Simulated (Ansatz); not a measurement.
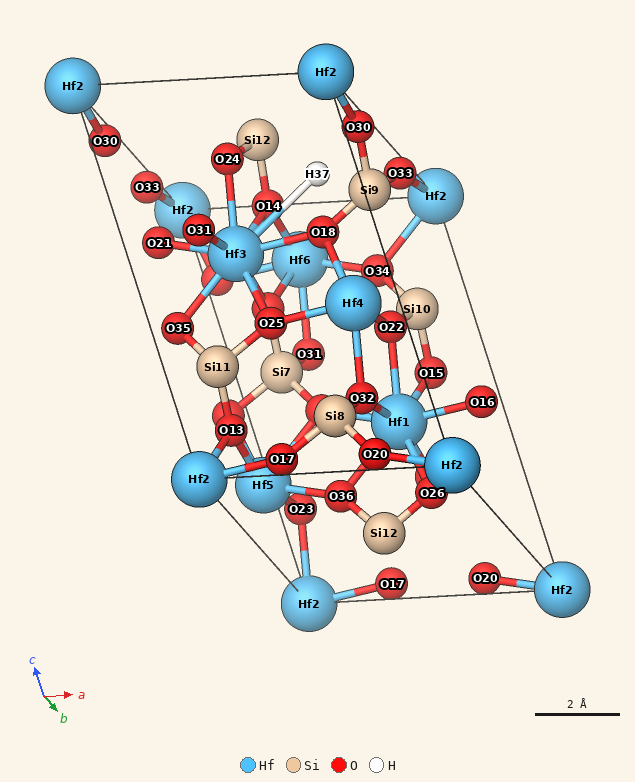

**Figure 1.** The input geometry (ball-and-stick view of the cell of the calculation, seen at an oblique angle; atoms are numbered from 1 in the order of the input).

Geometry relaxation of Hf₆Si₆HO₂₄ (part 1 of 3)

- system: Hf₆Si₆HO₂₄ (defect cell, 37 atoms in the cell)
- method: DFT PBE, scalar-relativistic, plane waves, PAW, spin-polarised (Ansatz 0.2.0)

The structure derives from a Materials Project entry. It belongs to a series of runs on one base structure; here: H_i, charge +0, atoms relaxed at the host's cell. Figures and captions count atoms from 1; the log counts them from 0 in places.

## Output
```
Engine: ansatz 0.2.0, aarch64-unknown-linux-gnu
Pseudopotentials: kind: paw
Pseudopotential: Hf, paw, valence charge 26, recommended cutoff 420 eV (normal), Hf.paw.azcp
Pseudopotential: Si, paw, valence charge 4, recommended cutoff 420 eV (normal), Si.paw.azcp
Pseudopotential: O, paw, valence charge 6, recommended cutoff 420 eV (normal), O.paw.azcp
Pseudopotential: H, paw, valence charge 1, recommended cutoff 420 eV (normal), H.paw.azcp
Functional definition: PBE
  parameter kappa = 0.804
  parameter beta = 0.06672455060314922
  exchange = pbe_x(kappa = kappa, mu = beta*pi^2/3)
  correlation = pbe_c(beta = beta)
Crystal: 37 atoms, lattice volume = 398.383 Å³
Basis set: ecut = 420 eV, 7671 PW (Γ), exchange–correlation on 90×90×144 points (8 copies of the dense FFT grid, shifted against one another)
Bands: 201, of which v1, the nominal top of the filled ones, is band 163 counted from 1 (162 counted from 0)
Symmetry: 1 space group operations
Space group: P1 (ITA 1), of the structure as read, at distance tolerance 7.4e-5 Å
Magnetic group: BNS 1.1 (UNI 1), of the structure as read, at distance tolerance 7.4e-5 Å
k-points: 8
Non-local potential: Hf, projectors of the file, l = 0: 3, l = 1: 2, l = 2: 2, l = 3: 3
Non-local potential: Si, projectors of the file, l = 0: 2, l = 1: 2, l = 2: 2
Non-local potential: O, projectors of the file, l = 0: 2, l = 1: 2, l = 2: 1
Non-local potential: H, projectors of the file, l = 0: 2, l = 1: 1
PAW form: soft (Blöchl's): semilocal exchange-correlation on the pseudo side does not see the compensation charge
PAW one-centre angular grid: Hf, 590 points (default); XC on 64 Gauss nodes
PAW one-centre angular grid: Si, 110 points (default); XC on 64 Gauss nodes
PAW one-centre angular grid: O, 110 points (default); XC on 64 Gauss nodes
PAW one-centre angular grid: H, 110 points (default); XC on 64 Gauss nodes
Initial density: superposition of atomic densities (chi_scale 0.1, normalization cell, long waves kept (reshape's long-wave potential 0.04 eV rms))
Starting moments: Σ|m| = 1.001 μB on 7 of 37 sites
Initial wavefunctions: pseudopotential atomic-orbital guess
Functional: x = pbe(κ = 0.804, μ = 0.2195149727645171), c = pbe(β = 0.06672455060314922)
SCF iter   1: F=—  HF=-111849.544888 eV  |F-HF|=—  |Δ(HF+E_count)|=         —  Δρ=5.25e-2 (↑5.25e-2 ↓5.23e-2)  dr2=7.71e1  dr2_m=6.14e-2  M=0.500 μB ∫|m|=0.557 μB  β_m=0.30  ethr=3.10e-3  ⟨swp⟩=6.0  Hψ=11077  notcnv=0  defer=296
preconditioner: auto → Resta (q_TF=auto, 2.637 Å⁻¹)  ε∞=5.0  [insulator: Δε(μ)=0.038 eV  Ē_g=15.565 eV  σ=0.020 eV  W_gap=0.82  n_scr=118 (ndim 8)  ℏωp=31.0 eV  f_vac=0.000  D(μ)=3.07/eV (n_scr^D=10)  ε∞_Penn≈5.0]
spin=Collinear: Resta preconditioning applied to the charge; magnetization (m = ρ↑ − ρ↓) channel mixes plain (no charge-response kernel on spin).
SCF iter   2: F=—  HF=-111835.568211 eV  |F-HF|=—  |Δ(HF+E_count)|=    1.40e1  Δρ=3.50e-2 (↑3.50e-2 ↓3.40e-2)  dr2=2.92e1  dr2_m=1.47e-1  M=1.000 μB ∫|m|=1.026 μB  β_m=0.30  ethr=3.10e-3  ⟨swp⟩=3.0  Hψ=6416  notcnv=0  defer=511
SCF iter   3: F=—  HF=-111826.713035 eV  |F-HF|=—  |Δ(HF+E_count)|=    8.86e0  Δρ=1.39e-2 (↑1.39e-2 ↓1.27e-2)  dr2=2.71e0  dr2_m=9.37e-2  M=1.000 μB ∫|m|=1.028 μB  β_m=0.30  ethr=3.10e-3  ⟨swp⟩=3.8  Hψ=5569  notcnv=0  defer=511
SCF iter   4: F=—  HF=-111826.251834 eV  |F-HF|=—  |Δ(HF+E_count)|=   4.61e-1  Δρ=8.40e-3 (↑8.40e-3 ↓7.79e-3)  dr2=5.27e-1  dr2_m=5.47e-2  M=1.000 μB ∫|m|=1.031 μB  β_m=0.30  ethr=8.35e-4  ⟨swp⟩=3.0  Hψ=6491  notcnv=0  defer=514
SCF iter   5: F=—  HF=-111826.588316 eV  |F-HF|=—  |Δ(HF+E_count)|=   3.36e-1  Δρ=4.08e-3 (↑3.69e-3 ↓4.08e-3)  dr2=8.52e-2  dr2_m=3.15e-2  M=1.000 μB ∫|m|=1.035 μB  β_m=0.30  ethr=1.62e-4  ⟨swp⟩=3.4  Hψ=6156  notcnv=0  defer=514
SCF iter   6: F=—  HF=-111826.571355 eV  |F-HF|=—  |Δ(HF+E_count)|=   1.70e-2  Δρ=3.12e-3 (↑2.72e-3 ↓3.12e-3)  dr2=4.30e-2  dr2_m=1.80e-2  M=1.000 μB ∫|m|=1.038 μB  β_m=0.30  ethr=2.62e-5  ⟨swp⟩=3.1  Hψ=5203  notcnv=0  defer=515
SCF iter   7: F=—  HF=-111826.567613 eV  |F-HF|=—  |Δ(HF+E_count)|=   3.74e-3  Δρ=1.92e-3 (↑1.80e-3 ↓1.92e-3)  dr2=1.14e-2  dr2_m=1.07e-2  M=1.000 μB ∫|m|=1.040 μB  β_m=0.30  ethr=1.32e-5  ⟨swp⟩=2.9  Hψ=5625  notcnv=0  defer=515
Mixer restart at iter 7: flushing history
spin-set hold released at iteration 7 (site moments contracting): the magnetisation degrees of freedom join the quasi-Newton model from the next iteration; the mixer history was flushed
SCF iter   8: F=—  HF=-111826.576573 eV  |F-HF|=—  |Δ(HF+E_count)|=   8.96e-3  Δρ=1.49e-3 (↑1.36e-3 ↓1.49e-3)  dr2=6.94e-3  dr2_m=6.26e-3  M=1.000 μB ∫|m|=1.043 μB  β_m=0.57  ethr=3.50e-6  ⟨swp⟩=2.5  Hψ=5659  notcnv=0  defer=514
SCF iter   9: F=—  HF=-111826.590912 eV  |F-HF|=—  |Δ(HF+E_count)|=   1.43e-2  Δρ=4.69e-4 (↑3.77e-4 ↓4.69e-4)  dr2=6.06e-4  dr2_m=5.59e-4  M=1.000 μB ∫|m|=1.049 μB  β_m=0.59  ethr=2.13e-6  ⟨swp⟩=3.0  Hψ=5646  notcnv=0  defer=514
SCF iter  10: F=—  HF=-111826.591837 eV  |F-HF|=—  |Δ(HF+E_count)|=   9.26e-4  Δρ=1.33e-4 (↑1.20e-4 ↓1.33e-4)  dr2=1.86e-4  dr2_m=1.55e-5  M=1.000 μB ∫|m|=1.051 μB  β_m=0.65  ethr=1.86e-7  ⟨swp⟩=3.0  Hψ=6543  notcnv=0  defer=514
SCF iter  11: F=—  HF=-111826.591881 eV  |F-HF|=—  |Δ(HF+E_count)|=   4.35e-5  Δρ=6.13e-5 (↑5.73e-5 ↓6.13e-5)  dr2=4.99e-5  dr2_m=3.48e-6  M=1.000 μB ∫|m|=1.051 μB  β_m=0.75  ethr=5.71e-8  ⟨swp⟩=2.4  Hψ=5407  notcnv=0  defer=514
iter 12 did not close the SCF: its close was put off for a magnetic moment that had not settled (scf_convergence_deferred on its scf_iter line)
SCF iter  12: F=-111826.591904 eV  HF=-111826.591902 eV  |F-HF|=2.14e-6  |Δ(HF+E_count)|=   2.14e-5  Δρ=2.27e-5 (↑2.27e-5 ↓1.92e-5)  dr2=4.49e-6  dr2_m=5.36e-7  M=1.000 μB ∫|m|=1.051 μB  β_m=0.88  ethr=6.92e-9  ⟨swp⟩=12.5  Hψ=15903  notcnv=0
SCF iter  13: F=-111826.591906 eV  HF=-111826.591906 eV  |F-HF|=2.38e-8  |Δ(HF+E_count)|=   3.47e-6  Δρ=5.30e-6 (↑4.97e-6 ↓5.30e-6)  dr2=4.12e-7  dr2_m=4.18e-9  M=1.000 μB ∫|m|=1.051 μB  ethr=1.38e-9  ⟨swp⟩=2.0  Hψ=10204  notcnv=0
SCF 1 converged in 13 iterations: F = -111826.591906 eV  dr2 = 4.12e-7
  greatest PAW one-centre occupation: 0.999 electrons in one spin orbital (limit 2), on the Hf atom at site 1 (counted from 0), in its partial waves of l = 0
relax step   1: F+E_penalty+E_count = -111826.59190571 eV  Δ(F+E_penalty+E_count) = +0.000e0 eV  max|allowed force component| = 5.337e0 eV/Å  Δτ_max = 0.0000 Å  (13 SCF iters, dr2 threshold 2.25e-5 eV, accepted)
Initial density: handed on by an earlier stage of this run
Starting moments: Σ|m| = 1.001 μB on 7 of 37 sites; this step starts from the density that it was given
Initial wavefunctions: those handed on with the density
iter 1 solved again at ethr=6.09e-5 eV; its pass at ethr=3.10e-3 eV (dr2=1.98e-1 eV) is discarded
SCF iter   1: F=—  HF=-111827.441747 eV  |F-HF|=—  |Δ(HF+E_count)|=         —  Δρ=4.60e-3 (↑4.48e-3 ↓4.60e-3)  dr2=1.97e-1  dr2_m=4.07e-3  M=1.000 μB ∫|m|=1.055 μB  β_m=0.30  ethr=6.09e-5  ⟨swp⟩=2.0  Hψ=9562  notcnv=0  defer=516
preconditioner: auto → Resta (q_TF=auto, 2.637 Å⁻¹)  ε∞=4.5  [insulator: Δε(μ)=1.516 eV  Ē_g=17.569 eV  σ=0.020 eV  W_gap=1.00  n_scr=118 (ndim 8)  ℏωp=32.9 eV  f_vac=0.051  D(μ)=0.00/eV (n_scr^D=0)  ε∞_Penn≈4.5]
spin=Collinear: Resta preconditioning applied to the charge; magnetization (m = ρ↑ − ρ↓) channel mixes plain (no charge-response kernel on spin).
SCF iter   2: F=—  HF=-111827.410441 eV  |F-HF|=—  |Δ(HF+E_count)|=   3.13e-2  Δρ=3.05e-3 (↑3.01e-3 ↓3.05e-3)  dr2=8.03e-2  dr2_m=2.17e-3  M=1.000 μB ∫|m|=1.056 μB  β_m=0.55  ethr=6.07e-5  ⟨swp⟩=2.1  Hψ=2957  notcnv=0  defer=516
SCF iter   3: F=—  HF=-111827.393415 eV  |F-HF|=—  |Δ(HF+E_count)|=   1.70e-2  Δρ=6.82e-4 (↑6.75e-4 ↓6.82e-4)  dr2=3.54e-3  dr2_m=1.22e-4  M=1.000 μB ∫|m|=1.057 μB  β_m=0.60  ethr=2.47e-5  ⟨swp⟩=3.1  Hψ=5358  notcnv=0  defer=516
SCF iter   4: F=—  HF=-111827.393584 eV  |F-HF|=—  |Δ(HF+E_count)|=   1.69e-4  Δρ=2.19e-4 (↑2.19e-4 ↓2.16e-4)  dr2=5.44e-4  dr2_m=1.07e-5  M=1.000 μB ∫|m|=1.058 μB  β_m=0.71  ethr=1.09e-6  ⟨swp⟩=2.0  Hψ=5103  notcnv=0  defer=516
SCF iter   5: F=-111827.393633 eV  HF=-111827.393636 eV  |F-HF|=2.81e-6  |Δ(HF+E_count)|=   5.19e-5  Δρ=4.76e-5 (↑4.76e-5 ↓4.44e-5)  dr2=3.48e-5  dr2_m=3.44e-7  M=1.000 μB ∫|m|=1.058 μB  ethr=3.08e-8  ⟨swp⟩=10.6  Hψ=15815  notcnv=0
SCF 2 converged in 5 iterations: F = -111827.393633 eV  dr2 = 3.48e-5
[... from here on the iterations of each SCF are left out, up to the last one ...]
relax step   2: F+E_penalty+E_count = -111827.39363326 eV  Δ(F+E_penalty+E_count) = -8.017e-1 eV  max|allowed force component| = 3.173e0 eV/Å  Δτ_max = 0.0999 Å  (5 SCF iters, dr2 threshold 1.00e-4 eV, accepted)
preconditioner: auto → Resta (q_TF=auto, 2.637 Å⁻¹)  ε∞=4.5  [insulator: Δε(μ)=1.436 eV  Ē_g=17.570 eV  σ=0.020 eV  W_gap=1.00  n_scr=118 (ndim 8)  ℏωp=32.9 eV  f_vac=0.051  D(μ)=0.00/eV (n_scr^D=0)  ε∞_Penn≈4.5]
spin=Collinear: Resta preconditioning applied to the charge; magnetization (m = ρ↑ − ρ↓) channel mixes plain (no charge-response kernel on spin).
SCF 3 converged in 6 iterations: F = -111827.796276 eV  dr2 = 1.34e-5
relax step   3: F+E_penalty+E_count = -111827.79627567 eV  Δ(F+E_penalty+E_count) = -4.026e-1 eV  max|allowed force component| = 9.691e-1 eV/Å  Δτ_max = 0.2000 Å  (6 SCF iters, dr2 threshold 1.00e-4 eV, accepted)
preconditioner: auto → Resta (q_TF=auto, 2.637 Å⁻¹)  ε∞=4.5  [insulator: Δε(μ)=1.383 eV  Ē_g=17.563 eV  σ=0.020 eV  W_gap=1.00  n_scr=118 (ndim 8)  ℏωp=32.9 eV  f_vac=0.050  D(μ)=0.00/eV (n_scr^D=0)  ε∞_Penn≈4.5]
spin=Collinear: Resta preconditioning applied to the charge; magnetization (m = ρ↑ − ρ↓) channel mixes plain (no charge-response kernel on spin).
SCF 4 converged in 6 iterations: F = -111827.846416 eV  dr2 = 5.45e-6
relax step   4: F+E_penalty+E_count = -111827.84641598 eV  Δ(F+E_penalty+E_count) = -5.014e-2 eV  max|allowed force component| = 1.074e-1 eV/Å  Δτ_max = 0.1871 Å  (6 SCF iters, dr2 threshold 8.76e-5 eV, accepted)
preconditioner: auto → Resta (q_TF=auto, 2.637 Å⁻¹)  ε∞=4.5  [insulator: Δε(μ)=1.373 eV  Ē_g=17.561 eV  σ=0.020 eV  W_gap=1.00  n_scr=118 (ndim 8)  ℏωp=32.9 eV  f_vac=0.050  D(μ)=0.00/eV (n_scr^D=0)  ε∞_Penn≈4.5]
spin=Collinear: Resta preconditioning applied to the charge; magnetization (m = ρ↑ − ρ↓) channel mixes plain (no charge-response kernel on spin).
SCF 5 converged in 8 iterations: F = -111827.850447 eV  dr2 = 1.71e-8
relax step   5: F+E_penalty+E_count = -111827.85044744 eV  Δ(F+E_penalty+E_count) = -4.031e-3 eV  max|allowed force component| = 3.450e-2 eV/Å  Δτ_max = 0.0704 Å  (8 SCF iters, accepted)
SCF iter   1: F=—  HF=-111827.850808 eV  |F-HF|=—  |Δ(HF+E_count)|=         —  Δρ=2.06e-4 (↑2.06e-4 ↓1.67e-4)  dr2=2.60e-4  dr2_m=3.54e-5  M=1.000 μB ∫|m|=1.062 μB  β_m=0.30  ethr=5.38e-7  ⟨swp⟩=2.0  Hψ=6196  notcnv=0  defer=502
preconditioner: auto → Resta (q_TF=auto, 2.637 Å⁻¹)  ε∞=4.5  [insulator: Δε(μ)=1.372 eV  Ē_g=17.561 eV  σ=0.020 eV  W_gap=1.00  n_scr=118 (ndim 8)  ℏωp=32.9 eV  f_vac=0.050  D(μ)=0.00/eV (n_scr^D=0)  ε∞_Penn≈4.5]
spin=Collinear: Resta preconditioning applied to the charge; magnetization (m = ρ↑ − ρ↓) channel mixes plain (no charge-response kernel on spin).
SCF iter   2: F=—  HF=-111827.850806 eV  |F-HF|=—  |Δ(HF+E_count)|=   2.50e-6  Δρ=1.49e-4 (↑1.49e-4 ↓1.16e-4)  dr2=1.27e-4  dr2_m=1.92e-5  M=1.000 μB ∫|m|=1.062 μB  β_m=0.64  ethr=7.99e-8  ⟨swp⟩=2.0  Hψ=3794  notcnv=0  defer=502
SCF iter   3: F=—  HF=-111827.850819 eV  |F-HF|=—  |Δ(HF+E_count)|=   1.31e-5  Δρ=2.47e-5 (↑2.47e-5 ↓2.28e-5)  dr2=6.20e-6  dr2_m=2.48e-7  M=1.000 μB ∫|m|=1.062 μB  β_m=0.67  ethr=3.92e-8  ⟨swp⟩=2.0  Hψ=5226  notcnv=0  defer=502
SCF iter   4: F=—  HF=-111827.850901 eV  |F-HF|=—  |Δ(HF+E_count)|=   8.18e-5  Δρ=8.91e-6 (↑8.91e-6 ↓8.77e-6)  dr2=1.09e-6  dr2_m=5.14e-9  M=1.000 μB ∫|m|=1.062 μB  β_m=0.68  ethr=1.91e-9  ⟨swp⟩=2.0  Hψ=4907  notcnv=0  defer=502
iter 5 did not close the SCF: its close was put off for a magnetic moment that had not settled (scf_convergence_deferred on its scf_iter line)
SCF iter   5: F=-111827.850901 eV  HF=-111827.850901 eV  |F-HF|=3.96e-8  |Δ(HF+E_count)|=   6.72e-8  Δρ=2.86e-6 (↑2.72e-6 ↓2.86e-6)  dr2=9.42e-8  dr2_m=5.17e-9  M=1.000 μB ∫|m|=1.062 μB  β_m=0.80  ethr=3.08e-11  ⟨swp⟩=7.1  Hψ=13848  notcnv=0
SCF iter   6: F=-111827.850901 eV  HF=-111827.850901 eV  |F-HF|=6.36e-9  |Δ(HF+E_count)|=   5.92e-8  Δρ=1.23e-6 (↑1.23e-6 ↓1.20e-6)  dr2=2.07e-8  dr2_m=4.45e-10  M=1.000 μB ∫|m|=1.062 μB  ethr=2.90e-11  ⟨swp⟩=2.0  Hψ=8838  notcnv=0
SCF 6 converged in 6 iterations: F = -111827.850901 eV  dr2 = 2.07e-8
relax step   6: F+E_penalty+E_count = -111827.85090086 eV  Δ(F+E_penalty+E_count) = -4.534e-4 eV  max|allowed force component| = 6.281e-3 eV/Å  Δτ_max = 0.0058 Å  (6 SCF iters, accepted)
```

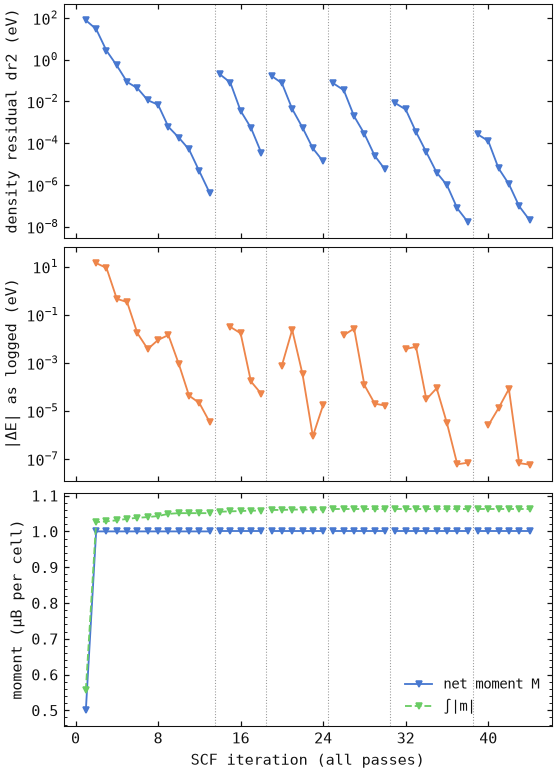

**Figure 2.** Convergence of the self-consistent field: density residual dr2, size of the energy change and magnetic moment against the SCF iteration. The dotted lines part the SCF passes of the relaxation: geometry steps, rejected trials and re-solves on a re-selected basis. The 6 passes take 5 to 13 iterations each, 44 in all. The net moment goes from 0.5 to 1.0 μB per cell.

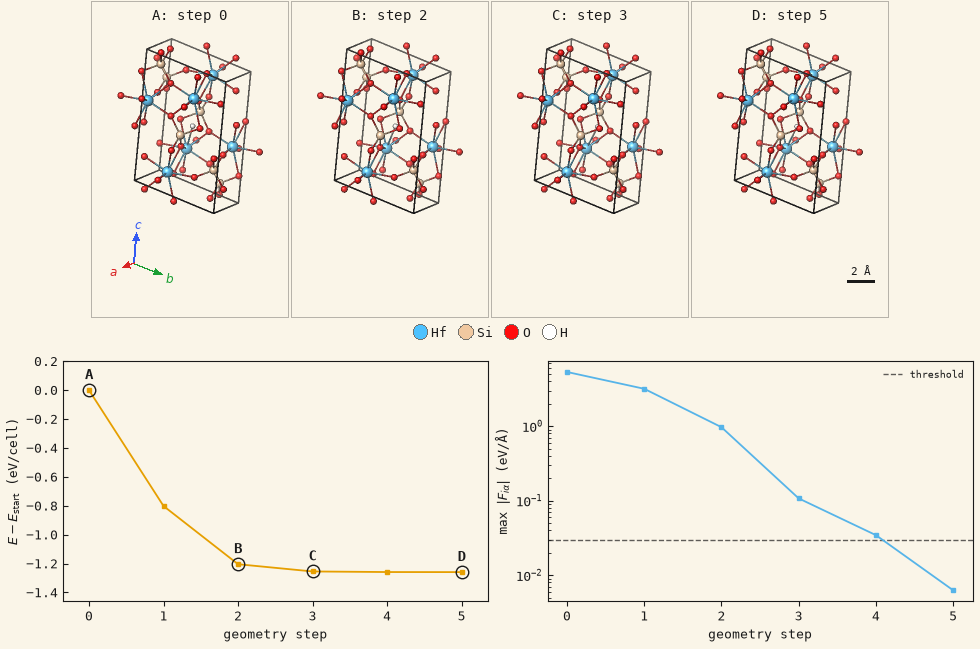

**Figure 3.** Frames of the relaxation (ball-and-stick view of the cell of the calculation (origin shifted), with bonded neighbours outside it, seen slightly off an axis) above the curves, on which the letters mark them (the first geometry is step 0 here and step 1 in the log).

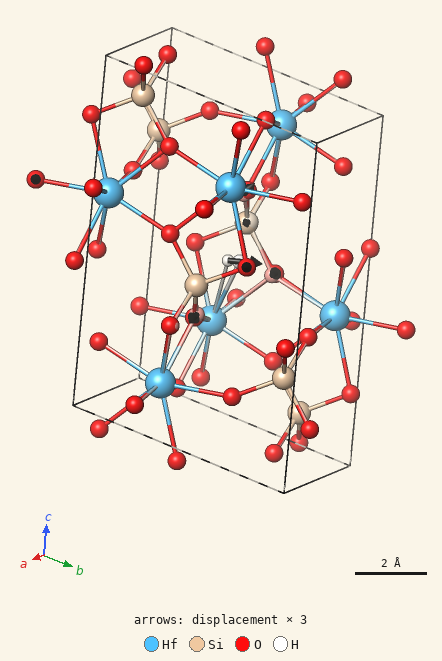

**Figure 4.** Start (faint) and end (solid) with the displacements as black arrows, magnified 3 times (ball-and-stick view of the cell of the calculation (origin shifted), with bonded neighbours outside it, seen slightly off an axis). The energy falls by 1.259 eV per cell of the calculation in 5 geometry steps. The largest force component goes from 5.3 to 0.0063 eV/Å. The largest move is that of H37, 0.34 Å. By element the largest moves are H 0.34 Å, O 0.16 Å, Si 0.08 Å, Hf 0.04 Å. The lattice vectors keep their values. Distances before and after: Si12–O26 1.499 → 1.656 Å, Si9–O18 1.509 → 1.656 Å, Hf3–H37 2.747 → 2.892 Å, Hf1–O26 2.342 → 2.226 Å. Among the angles that change: O18–Si9–O33 114.9° → 122.3°, O26–Si12–O36 101.3° → 94.4°, Hf5–O26–Si12 152.6° → 145.9°. (Atoms are counted from 1 in the order of the input.)

```
SCF converged after 6 iterations
Magnetization: 1.0000 μB (163.0000 up, 162.0000 down)
Absolute magnetization: 1.0635 μB (∫|ρ↑−ρ↓|, with the PAW one-centre terms)
Spin contamination: 0.0025 ħ² per cell (⟨S²⟩ above its minimum at these occupations)
```
